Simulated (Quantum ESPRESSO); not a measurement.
# Energy of ZnS along an even scaling of the cell

System: ZnS (P6₃mc, 4 atoms in the cell).
Method: Kohn-Sham DFT of a periodic cell, PBEsol, GBRV 1.5 PBEsol, no spin polarisation (Quantum ESPRESSO 7.5).

The 7 runs differ only in the geometry, by an even scaling of the cell at fixed fractional positions. The structure derives from an entry of the Crystallography Open Database.

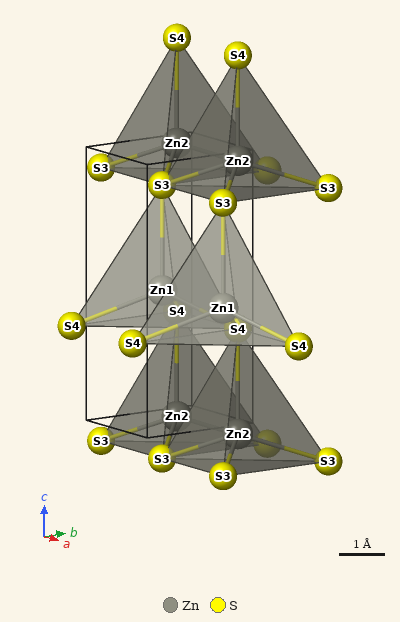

Figure 1. The structure of run 4 (polyhedral view of the cell of the calculation, repeated 2 × 1 × 1, seen slightly off an axis; polyhedra are completed across the faces of the cell; atoms are numbered from 1 in the order of the input). An atom can appear more than once, as a periodic image.

**Input of run 4**
```
&CONTROL
  calculation = 'scf'
  prefix = 'pwscf'
  outdir = './tmp'
  pseudo_dir = './pseudo'
  tstress = .true.
  disk_io = 'nowf'
/
&SYSTEM
  ibrav = 0
  nat = 4
  ntyp = 2
  ecutwfc = 56
  ecutrho = 448
  nbnd = 36
  occupations = 'smearing'
  smearing = 'fd'
  degauss = 0.00367493
/
&ELECTRONS
  conv_thr = 8d-10
  electron_maxstep = 120
  mixing_beta = 0.5
/
ATOMIC_SPECIES
Zn    65.3800 zn_pbesol_v1.uspp.F.UPF
S     32.0600 s_pbesol_v1.4.uspp.F.UPF
CELL_PARAMETERS angstrom
   3.8110000000    0.0000000000    0.0000000000
  -1.9055000000    3.3004228138    0.0000000000
   0.0000000000    0.0000000000    6.2340000000
ATOMIC_POSITIONS crystal
Zn     0.6666666667    0.3333333333    0.5000000000
Zn     0.3333333333    0.6666666667    0.0000000000
S      0.6666666667    0.3333333333    0.8850000000
S      0.3333333333    0.6666666667    0.3850000000
K_POINTS automatic
8 8 5 0 0 0
```

Command:
```bash
OMP_NUM_THREADS=1 mpirun -n 2 pw.x -nk 2 -in pw.in > pw.out
```

Run 5 differs from it as follows:
```diff
-   3.8110000000    0.0000000000    0.0000000000
-  -1.9055000000    3.3004228138    0.0000000000
-   0.0000000000    0.0000000000    6.2340000000
+   3.8362391461    0.0000000000    0.0000000000
+  -1.9181195731    3.3222805555    0.0000000000
+   0.0000000000    0.0000000000    6.2752859714
```

**Results, with one run withheld**

```tsv
run	volume per atom (Å³)	free energy per atom, from the lowest run given (meV)	pressure (GPa)	gap on the mesh (eV)
1	18.427	10.37	3.95	2.39
2	18.819	2.96	2.03	2.30
3	19.211	0.00	0.30	2.20
4	19.603	1.03	−1.24	2.11
5	19.995	?	?	?
6	20.387	13.42	−3.86	1.93
7	20.779	24.08	−4.96	1.84
```

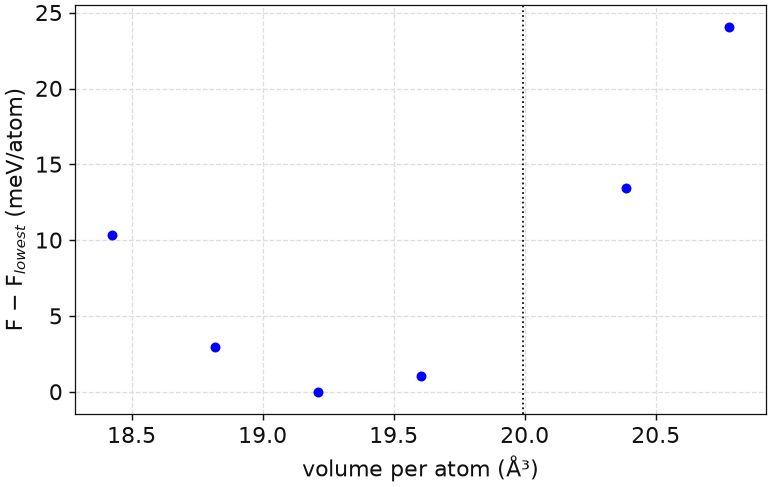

Figure 2. Free energy per atom of the runs given; the dotted line marks run 5.

Fit the runs given and predict run 5.

A cubic polynomial in V^(−2/3) (the Birch–Murnaghan form), fitted to the 6 runs given, misses them by under 0.01 meV per atom. With x = V^(−2/3) − 0.13799 Å⁻², it reads F = 0.44073 − 1086.7 x + 5.4565e+05 x² + 8.5718e+05 x³ (meV per atom). At run 5 it gives 5.63 meV per atom, and the run itself gives 5.63. The slope of the fit gives a pressure −dF/dV of −2.56 GPa there, and the run prints −2.62 GPa. The two needn't agree exactly: the fit is approximate, and the printed stress is taken on a finite basis. The fit has its minimum at 19.300 Å³ per atom, where V d²F/dV² gives 78.1 GPa. Cell shape and fractional positions are held, so this is the stiffness under even scaling; the relaxed bulk modulus wasn't computed. The gap on the mesh goes, without turning, from 2.39 eV in run 1 to 1.84 eV in run 7; run 5 has 2.02 eV. These are gaps of this functional on this mesh, which can miss the band edges; they aren't the measured gap.

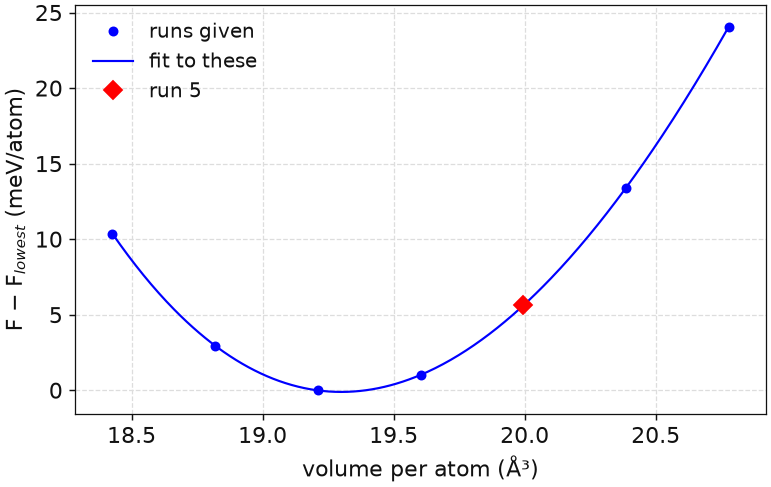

Figure 3. The fit and the withheld run.

**Some lines of the output (run 5)**
```
[...]
     total energy              =    -970.68637757 Ry
     total energy              =    -970.73233441 Ry
     total energy              =    -970.74230592 Ry
     total energy              =    -970.74247823 Ry
     total energy              =    -970.74251199 Ry
     total energy              =    -970.74251711 Ry
     total energy              =    -970.74251719 Ry
     total energy              =    -970.74251721 Ry
     total energy              =    -970.74251722 Ry
     the Fermi energy is     7.4942 ev
!    total energy              =    -970.74251722 Ry
     The total energy is F=E-TS. E is the sum of the following terms:
     Computing stress (Cartesian axis) and pressure
          total   stress  (Ry/bohr**3)                   (kbar)     P=      -26.24
```
